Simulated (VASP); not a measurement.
# Geometry relaxation, with input and output: C (part 1 of 4)

The run: geometry relaxation of C (slab, 14 atoms in the cell). Method and program: Kohn-Sham DFT of a periodic cell, LDA, VASP PAW LDA potentials, recommended, no spin polarisation (VASP 6.6.1).

The structure derives from an entry of the Crystallography Open Database.

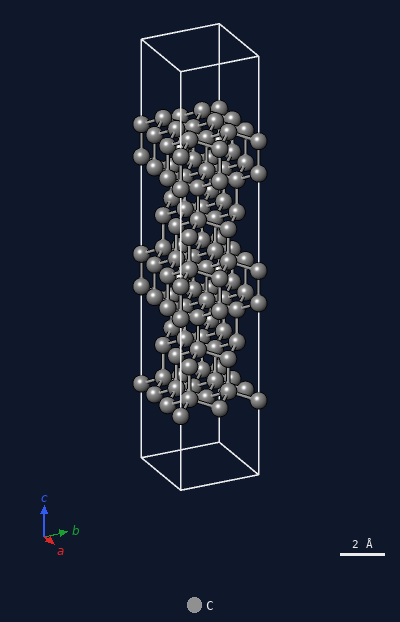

Figure 1. The starting structure (ball-and-stick view of the 3 × 2 repeat of the cell, with the vacuum cut short, seen slightly off an axis). An atom can appear more than once, as a periodic image. Near neighbours in the periodic cell (some may lie outside the picture): C has 3 C at 1.53 Å; C has 4 C at 1.53 Å.

### INCAR
```
SYSTEM = C
PREC = Accurate
ENCUT = 520
EDIFF = 1E-6
ISMEAR = 0
SIGMA = 0.03
LREAL = .FALSE.
LASPH = .TRUE.
NELM = 80
ALGO = Normal
ISIF = 2
LWAVE = .FALSE.
LCHARG = .FALSE.
LDIPOL = .TRUE.
IDIPOL = 3
DIPOL = 0.5 0.5 0.500
IBRION = 2
NSW = 80
EDIFFG = -0.02
KPAR = 4
```

### KPOINTS
```
Automatic mesh
0
G
  12 12 1
  0 0 0
```

### POSCAR
```
C
1.0
    2.4988616200      0.0000000000      0.0000000000
   -1.2494308100      2.1640776500      0.0000000000
    0.0000000000      0.0000000000     27.7519498300
C
14
Direct
    0.0000000000      0.0000000000      0.2702512800
    0.6666666700      0.3333333300      0.2886311800
    0.6666666700      0.3333333300      0.3437708700
    0.3333333300      0.6666666700      0.3621507700
    0.3333333300      0.6666666700      0.4172904600
    0.0000000000      0.0000000000      0.4356703600
    0.0000000000      0.0000000000      0.4908100500
    0.6666666700      0.3333333300      0.5091899500
    0.6666666700      0.3333333300      0.5643296400
    0.3333333300      0.6666666700      0.5827095400
    0.3333333300      0.6666666700      0.6378492300
    0.0000000000      0.0000000000      0.6562291300
    0.0000000000      0.0000000000      0.7113688200
    0.6666666700      0.3333333300      0.7297487200
```

Run on 4 threads of Intel Xeon (Sapphire Rapids), 192 GiB of memory available, shared host.

Command:
```bash
cat potpaw_LDA.64/C/POTCAR > POTCAR
mpirun -np 4 vasp_std > vasp.out
```

### OSZICAR
```
N       E                     dE             d eps       ncg     rms          rms(c)
DAV:   1     0.332904116321E+03    0.33290E+03   -0.28771E+04  1376   0.142E+03
DAV:   2    -0.112673548047E+03   -0.44558E+03   -0.43535E+03  1820   0.318E+02
DAV:   3    -0.141353960160E+03   -0.28680E+02   -0.28401E+02  1680   0.843E+01
DAV:   4    -0.142128962957E+03   -0.77500E+00   -0.76646E+00  2056   0.149E+01
DAV:   5    -0.142146151331E+03   -0.17188E-01   -0.17180E-01  1888   0.207E+00    0.152E+01
DAV:   6    -0.137801502914E+03    0.43446E+01   -0.35240E+00  1656   0.896E+00    0.870E+00
DAV:   7    -0.136333039735E+03    0.14685E+01   -0.40392E+00  1736   0.115E+01    0.229E+00
DAV:   8    -0.136319984041E+03    0.13056E-01   -0.57511E-01  1760   0.456E+00    0.145E+00
DAV:   9    -0.136303764244E+03    0.16220E-01   -0.65371E-02  1752   0.135E+00    0.356E-01
DAV:  10    -0.136301232978E+03    0.25313E-02   -0.60911E-03  1840   0.584E-01    0.916E-02
DAV:  11    -0.136301044962E+03    0.18802E-03   -0.26930E-03  1736   0.270E-01    0.538E-02
DAV:  12    -0.136301083191E+03   -0.38229E-04   -0.24348E-04  1728   0.850E-02    0.338E-02
DAV:  13    -0.136301321917E+03   -0.23873E-03   -0.48288E-04  1576   0.745E-02    0.239E-02
DAV:  14    -0.136301475988E+03   -0.15407E-03   -0.77668E-05  1820   0.408E-02    0.192E-02
DAV:  15    -0.136301624362E+03   -0.14837E-03   -0.48825E-05  1628   0.230E-02    0.687E-03
DAV:  16    -0.136301676690E+03   -0.52328E-04   -0.89169E-06  1416   0.954E-03    0.407E-03
DAV:  17    -0.136301739141E+03   -0.62451E-04   -0.99109E-06  1304   0.827E-03    0.441E-03
DAV:  18    -0.136301797195E+03   -0.58054E-04   -0.34874E-06  1272   0.531E-03    0.267E-03
DAV:  19    -0.136301843011E+03   -0.45816E-04   -0.34859E-06  1288   0.543E-03    0.116E-03
DAV:  20    -0.136301852038E+03   -0.90261E-05   -0.25577E-07  1164   0.255E-03    0.637E-04
DAV:  21    -0.136301866093E+03   -0.14056E-04   -0.10367E-06  1140   0.208E-03    0.308E-04
DAV:  22    -0.136301868447E+03   -0.23534E-05   -0.13472E-07  1120   0.114E-03    0.129E-04
DAV:  23    -0.136301869177E+03   -0.73021E-06   -0.42014E-08  1028   0.512E-04
   1 F= -.13630187E+03 E0= -.13629600E+03  d E =-.136302E+03
       N       E                     dE             d eps       ncg     rms          rms(c)
DAV:   1    -0.136525126701E+03   -0.22326E+00   -0.33862E+02  1436   0.995E+01    0.536E+00
DAV:   2    -0.137110857888E+03   -0.58573E+00   -0.84098E+00  1752   0.149E+01    0.274E+00
DAV:   3    -0.137042555282E+03    0.68303E-01   -0.29725E-01  1824   0.291E+00    0.194E+00
DAV:   4    -0.137008844967E+03    0.33710E-01   -0.65477E-02  1732   0.123E+00    0.708E-01
DAV:   5    -0.137003418116E+03    0.54269E-02   -0.21584E-02  1712   0.714E-01    0.151E-01
DAV:   6    -0.137003383117E+03    0.35000E-04   -0.21811E-03  1756   0.251E-01    0.642E-02
DAV:   7    -0.137003416094E+03   -0.32977E-04   -0.17749E-04  1840   0.705E-02    0.272E-02
DAV:   8    -0.137003480714E+03   -0.64620E-04   -0.84253E-05  1652   0.372E-02    0.978E-03
DAV:   9    -0.137003541810E+03   -0.61096E-04   -0.85931E-06  1580   0.125E-02    0.760E-03
DAV:  10    -0.137003683583E+03   -0.14177E-03   -0.46380E-05  1540   0.221E-02    0.341E-03
DAV:  11    -0.137003729912E+03   -0.46329E-04   -0.78327E-06  1372   0.101E-02    0.233E-03
DAV:  12    -0.137003756891E+03   -0.26979E-04   -0.15835E-06  1256   0.481E-03    0.123E-03
DAV:  13    -0.137003769657E+03   -0.12766E-04   -0.16401E-06  1248   0.316E-03    0.750E-04
DAV:  14    -0.137003779026E+03   -0.93690E-05   -0.28803E-07  1216   0.161E-03    0.533E-04
DAV:  15    -0.137003791032E+03   -0.12006E-04   -0.54036E-07  1200   0.211E-03    0.395E-04
DAV:  16    -0.137003794036E+03   -0.30037E-05   -0.99064E-08  1108   0.114E-03    0.193E-04
DAV:  17    -0.137003795813E+03   -0.17774E-05   -0.68195E-08  1084   0.709E-04    0.125E-04
DAV:  18    -0.137003796613E+03   -0.80035E-06   -0.32437E-08  1064   0.458E-04
   2 F= -.13700380E+03 E0= -.13700340E+03  d E =-.701927E+00
       N       E                     dE             d eps       ncg     rms          rms(c)
DAV:   1    -0.137386173893E+03   -0.38238E+00   -0.62666E+01  1376   0.420E+01    0.150E+00
DAV:   2    -0.137422871947E+03   -0.36698E-01   -0.69702E-01  1760   0.389E+00    0.938E-01
DAV:   3    -0.137408029385E+03    0.14843E-01   -0.38961E-02  1832   0.107E+00    0.377E-01
DAV:   4    -0.137407495044E+03    0.53434E-03   -0.10192E-02  1756   0.507E-01    0.110E-01
DAV:   5    -0.137407518695E+03   -0.23651E-04   -0.89097E-04  1848   0.186E-01    0.474E-02
DAV:   6    -0.137407605824E+03   -0.87129E-04   -0.17901E-04  1696   0.689E-02    0.195E-02
DAV:   7    -0.137407671338E+03   -0.65514E-04   -0.18254E-05  1792   0.215E-02    0.700E-03
DAV:   8    -0.137407723139E+03   -0.51801E-04   -0.83401E-06  1448   0.118E-02    0.318E-03
DAV:   9    -0.137407771466E+03   -0.48328E-04   -0.89100E-06  1368   0.903E-03    0.205E-03
DAV:  10    -0.137407801975E+03   -0.30509E-04   -0.76867E-06  1360   0.752E-03    0.110E-03
DAV:  11    -0.137407806537E+03   -0.45611E-05   -0.96212E-07  1296   0.318E-03    0.731E-04
DAV:  12    -0.137407808119E+03   -0.15822E-05   -0.31006E-07  1168   0.177E-03    0.328E-04
DAV:  13    -0.137407808432E+03   -0.31334E-06   -0.12353E-07  1144   0.998E-04
   3 F= -.13740781E+03 E0= -.13740693E+03  d E =-.110594E+01
       N       E                     dE             d eps       ncg     rms          rms(c)
DAV:   1    -0.137407819211E+03   -0.11092E-04   -0.54334E-02  1448   0.126E+00    0.451E-02
DAV:   2    -0.137407844657E+03   -0.25447E-04   -0.63056E-04  1780   0.121E-01    0.281E-02
DAV:   3    -0.137407833052E+03    0.11605E-04   -0.42195E-05  1812   0.308E-02    0.127E-02
DAV:   4    -0.137407832696E+03    0.35662E-06   -0.62039E-06  1800   0.116E-02
   4 F= -.13740783E+03 E0= -.13740692E+03  d E =-.110596E+01
       N       E                     dE             d eps       ncg     rms          rms(c)
DAV:   1    -0.137409769788E+03   -0.19367E-02   -0.15860E+00  1392   0.713E+00    0.222E-01
DAV:   2    -0.137410907847E+03   -0.11381E-02   -0.29898E-02  1824   0.109E+00    0.152E-01
DAV:   3    -0.137410890871E+03    0.16976E-04   -0.29555E-03  1760   0.310E-01    0.862E-02
DAV:   4    -0.137410799609E+03    0.91262E-04   -0.34653E-04  1836   0.106E-01    0.288E-02
DAV:   5    -0.137410793499E+03    0.61097E-05   -0.31769E-05  1768   0.371E-02    0.110E-02
DAV:   6    -0.137410794636E+03   -0.11369E-05   -0.64248E-06  1816   0.183E-02    0.365E-03
DAV:   7    -0.137410795682E+03   -0.10456E-05   -0.22138E-06  1248   0.827E-03    0.978E-04
DAV:   8    -0.137410796165E+03   -0.48336E-06   -0.19440E-07   984   0.282E-03
   5 F= -.13741080E+03 E0= -.13741009E+03  d E =-.296347E-02
       N       E                     dE             d eps       ncg     rms          rms(c)
DAV:   1    -0.137412387291E+03   -0.15916E-02   -0.22438E-01  1392   0.269E+00    0.840E-02
DAV:   2    -0.137412542996E+03   -0.15571E-03   -0.42795E-03  1812   0.412E-01    0.575E-02
DAV:   3    -0.137412543960E+03   -0.96302E-06   -0.43445E-04  1752   0.119E-01    0.332E-02
DAV:   4    -0.137412531903E+03    0.12057E-04   -0.49959E-05  1816   0.404E-02    0.111E-02
DAV:   5    -0.137412531461E+03    0.44166E-06   -0.48637E-06  1644   0.146E-02
   6 F= -.13741253E+03 E0= -.13741175E+03  d E =-.469877E-02
       N       E                     dE             d eps       ncg     rms          rms(c)
DAV:   1    -0.137413304716E+03   -0.77281E-03   -0.86919E-01  1376   0.515E+00    0.170E-01
DAV:   2    -0.137414257205E+03   -0.95249E-03   -0.17135E-02  1860   0.741E-01    0.114E-01
DAV:   3    -0.137414091337E+03    0.16587E-03   -0.68239E-04  1904   0.167E-01    0.574E-02
DAV:   4    -0.137414069419E+03    0.21918E-04   -0.24664E-04  1776   0.887E-02    0.161E-02
DAV:   5    -0.137414069722E+03   -0.30295E-06   -0.16219E-05  1800   0.289E-02    0.985E-03
DAV:   6    -0.137414069819E+03   -0.97487E-07   -0.45587E-06  1696   0.185E-02
   7 F= -.13741407E+03 E0= -.13741339E+03  d E =-.153836E-02
       N       E                     dE             d eps       ncg     rms          rms(c)
DAV:   1    -0.137414415339E+03   -0.34562E-03   -0.87319E-02  1376   0.163E+00    0.539E-02
DAV:   2    -0.137414508550E+03   -0.93211E-04   -0.17250E-03  1860   0.235E-01    0.365E-02
DAV:   3    -0.137414492676E+03    0.15874E-04   -0.68482E-05  1864   0.525E-02    0.186E-02
DAV:   4    -0.137414490998E+03    0.16773E-05   -0.24234E-05  1808   0.280E-02    0.538E-03
DAV:   5    -0.137414491174E+03   -0.17550E-06   -0.17333E-06  1300   0.961E-03
   8 F= -.13741449E+03 E0= -.13741378E+03  d E =-.195971E-02
       N       E                     dE             d eps       ncg     rms          rms(c)
DAV:   1    -0.137414989320E+03   -0.49832E-03   -0.15117E-01  1368   0.227E+00    0.773E-02
DAV:   2    -0.137415190495E+03   -0.20117E-03   -0.30292E-03  1864   0.307E-01    0.511E-02
DAV:   3    -0.137415161404E+03    0.29091E-04   -0.84248E-05  1816   0.644E-02    0.275E-02
DAV:   4    -0.137415155544E+03    0.58604E-05   -0.52141E-05  1824   0.451E-02    0.560E-03
DAV:   5    -0.137415155632E+03   -0.88879E-07   -0.62255E-06  1736   0.169E-02
   9 F= -.13741516E+03 E0= -.13741443E+03  d E =-.664459E-03
       N       E                     dE             d eps       ncg     rms          rms(c)
DAV:   1    -0.137415155926E+03   -0.38194E-06   -0.23046E-04  1472   0.885E-02    0.335E-03
DAV:   2    -0.137415156025E+03   -0.99298E-07   -0.36496E-06  1664   0.107E-02
  10 F= -.13741516E+03 E0= -.13741443E+03  d E =-.664851E-03
       N       E                     dE             d eps       ncg     rms          rms(c)
DAV:   1    -0.137415166853E+03   -0.10927E-04   -0.61283E-02  1368   0.140E+00    0.496E-02
DAV:   2    -0.137415212671E+03   -0.45818E-04   -0.12882E-03  1828   0.215E-01    0.331E-02
DAV:   3    -0.137415199937E+03    0.12733E-04   -0.11758E-04  1848   0.645E-02    0.153E-02
DAV:   4    -0.137415198734E+03    0.12034E-05   -0.20717E-05  1824   0.258E-02    0.668E-03
DAV:   5    -0.137415198767E+03   -0.33179E-07   -0.22998E-06  1264   0.940E-03
  11 F= -.13741520E+03 E0= -.13741448E+03  d E =-.427424E-04
       N       E                     dE             d eps       ncg     rms          rms(c)
DAV:   1    -0.137415274851E+03   -0.76117E-04   -0.12021E-02  1368   0.622E-01    0.216E-02
DAV:   2    -0.137415283014E+03   -0.81626E-05   -0.24760E-04  1820   0.943E-02    0.145E-02
DAV:   3    -0.137415280696E+03    0.23175E-05   -0.23926E-05  1848   0.288E-02    0.667E-03
DAV:   4    -0.137415280484E+03    0.21241E-06   -0.38790E-06  1548   0.113E-02
  12 F= -.13741528E+03 E0= -.13741456E+03  d E =-.124459E-03
```

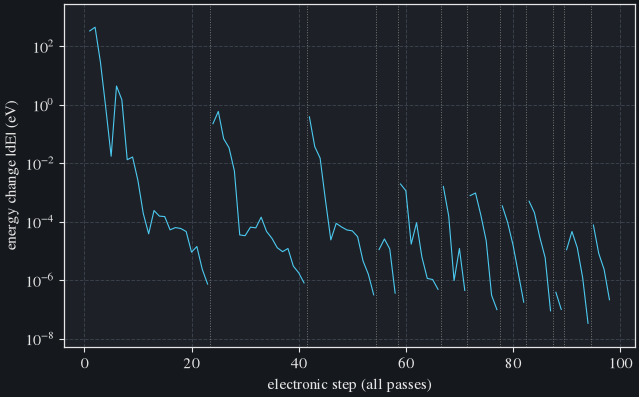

Figure 2. Convergence of the self-consistent field: energy change |dE| against the electronic step. Each stretch between dotted lines is the SCF of one geometry step of a relaxation. The 12 ionic steps take 2 to 23 electronic steps each. The density is held fixed in the first few steps, and dE rises again when its update begins.

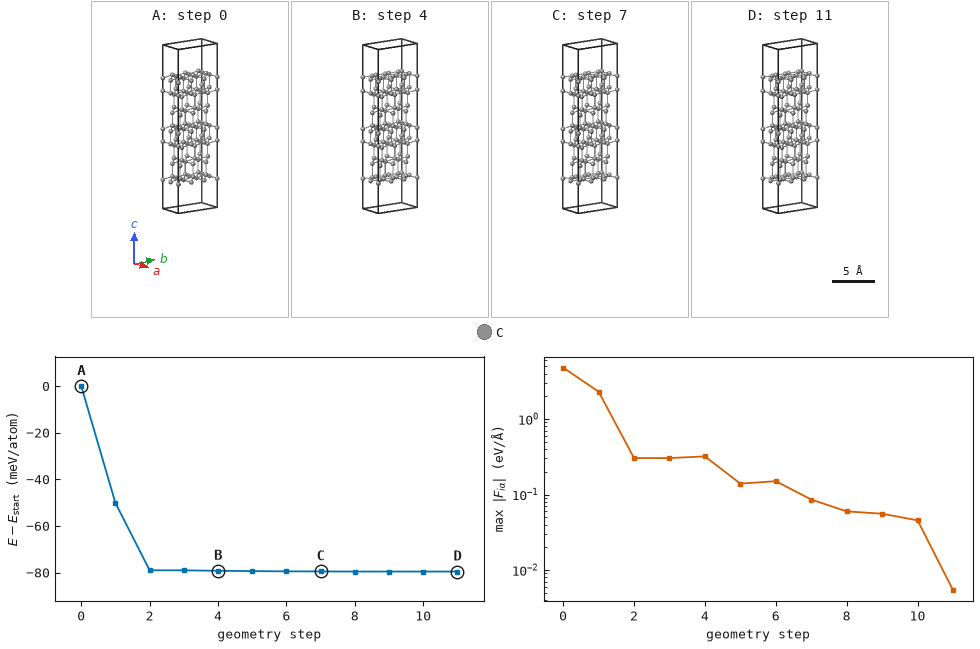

Figure 3. Frames of the relaxation (ball-and-stick view of the 2 × 3 repeat of the cell, with the vacuum cut short, seen slightly off an axis) above the curves, on which the letters mark them (steps are counted from 0).

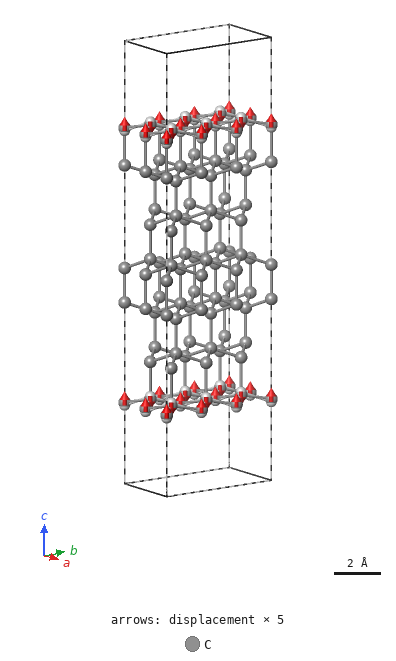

Figure 4. Start (faint) and end (solid) with the displacements as red arrows, magnified 5 times (ball-and-stick view of the 2 × 3 repeat of the cell, with the vacuum cut short, seen slightly off an axis). The largest moves, 0.13 Å, are those of C1, C2, C13 and C14. The lattice vectors keep their values. Among the contacts that change: C12–C13 1.530 → 1.665 Å, C13–C14 1.530 → 1.465 Å, C10–C11 1.530 → 1.546 Å, C11–C12 1.530 → 1.522 Å. Among the angles that change: C1–C2–C3 109.5° → 100.1°, C2–C1–C2 109.5° → 117.0°. Over 11 geometry steps the energy falls by 79.5 meV per atom. Largest force component: 4.8 eV/Å at the start, 0.0054 eV/Å at the end. (Atoms are counted from 1 in the order of the input.)

### Parts of OUTCAR
```
SYSTEM = C
   PREC = Accurate
   ENCUT = 520
   EDIFF = 1E-6
   ISMEAR = 0
   LREAL = .FALSE.
   LASPH = .TRUE.
   NELM = 80
   ISIF = 2
   IBRION = 2
   NSW = 80
   EDIFFG = -0.02

 ion  position               nearest neighbor table
   1  0.000  0.000  0.270-   2 1.53   2 1.53   2 1.53
   2  0.667  0.333  0.289-   3 1.53   1 1.53   1 1.53   1 1.53
   3  0.667  0.333  0.344-   2 1.53   4 1.53   4 1.53   4 1.53
   4  0.333  0.667  0.362-   5 1.53   3 1.53   3 1.53   3 1.53
   5  0.333  0.667  0.417-   4 1.53   6 1.53   6 1.53   6 1.53
   6  0.000  0.000  0.436-   7 1.53   5 1.53   5 1.53   5 1.53
   7  0.000  0.000  0.491-   6 1.53   8 1.53   8 1.53   8 1.53
   8  0.667  0.333  0.509-   9 1.53   7 1.53   7 1.53   7 1.53
   9  0.667  0.333  0.564-   8 1.53  10 1.53  10 1.53  10 1.53
  10  0.333  0.667  0.583-  11 1.53   9 1.53   9 1.53   9 1.53
  11  0.333  0.667  0.638-  10 1.53  12 1.53  12 1.53  12 1.53
  12  0.000  0.000  0.656-  13 1.53  11 1.53  11 1.53  11 1.53
  13  0.000  0.000  0.711-  12 1.53  14 1.53  14 1.53  14 1.53
  14  0.667  0.333  0.730-  13 1.53  13 1.53  13 1.53

  LATTYP: Found a hexagonal cell.
 ALAT       =     2.4988616200
 C/A-ratio  =    11.1058369971

  Lattice vectors:

 A1 = (   2.4988616200,   0.0000000000,   0.0000000000)
 A2 = (  -1.2494308100,   2.1640776500,   0.0000000000)
 A3 = (   0.0000000000,   0.0000000000,  27.7519498300)

Analysis of symmetry for initial positions (statically):
=====================================================================
 Subroutine PRICEL returns:
 Original cell was already a primitive cell.

 Routine SETGRP: Setting up the symmetry group for a
 hexagonal supercell.

 Subroutine GETGRP returns: Found 12 space group operations
 (whereof  6 operations were pure point group operations)
 out of a pool of 24 trial point group operations.
```
